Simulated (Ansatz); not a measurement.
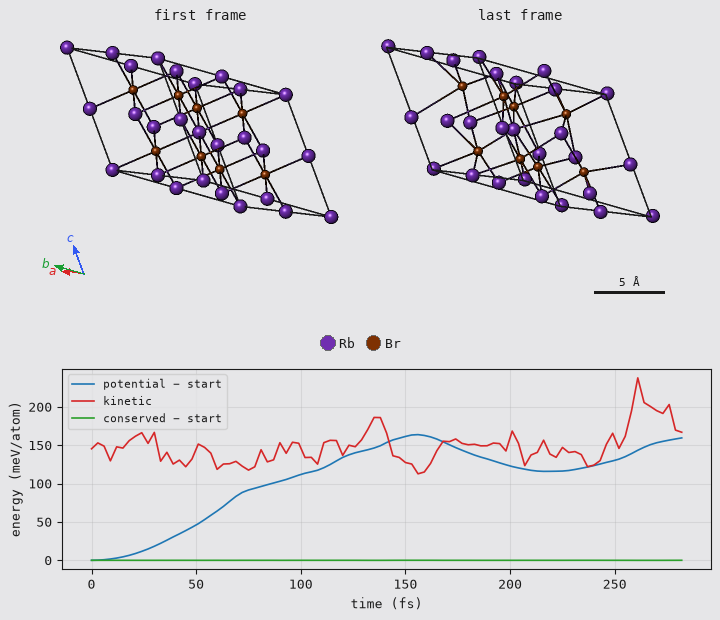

First-principles dynamics of a 16-atom cell of RbBr (set up in Fm-3m), 282 fs long. Style: ball-and-stick. Shown: the reduced simulation cell, from a free direction. Bonds to atoms that aren't drawn are left out. Lengths and directions refer to the drawn axes.

The calculation used Ansatz, DFT PBEsol, scalar-relativistic, plane waves, PAW. Run with plane-wave cutoff 420 eV; k-point mesh 1 × 1 × 1; Fermi-Dirac smearing 0.103 eV; volume 1.04 times that of the relaxed crystal; Langevin thermostat and barostat (NPT); set temperature 1200 K; time step 3 fs; friction 0.02 per fs; target pressure 2 GPa.

How well is the energy conserved, and can the run be trusted?

The conserved quantity stays between −0.048 and 0.051 meV per atom of its start. A straight-line fit has a slope that amounts to +0.0046 meV per atom over 282 fs (under 0.1 % of the mean kinetic energy), and the ripple about it is under 0.1 % of the kinetic energy's fluctuation. With a drift under 2 % and a ripple under 7 %, the integration is accurate. The mean temperature in the second half is 1183 K (standard deviation 199 K). The potential energy in the second half lies on average 138 meV per atom above the first frame. The mean pressure there is 1.5 GPa. The volume ends +0.5 % from the start.

The run took about 7 core-minutes on a shared host.
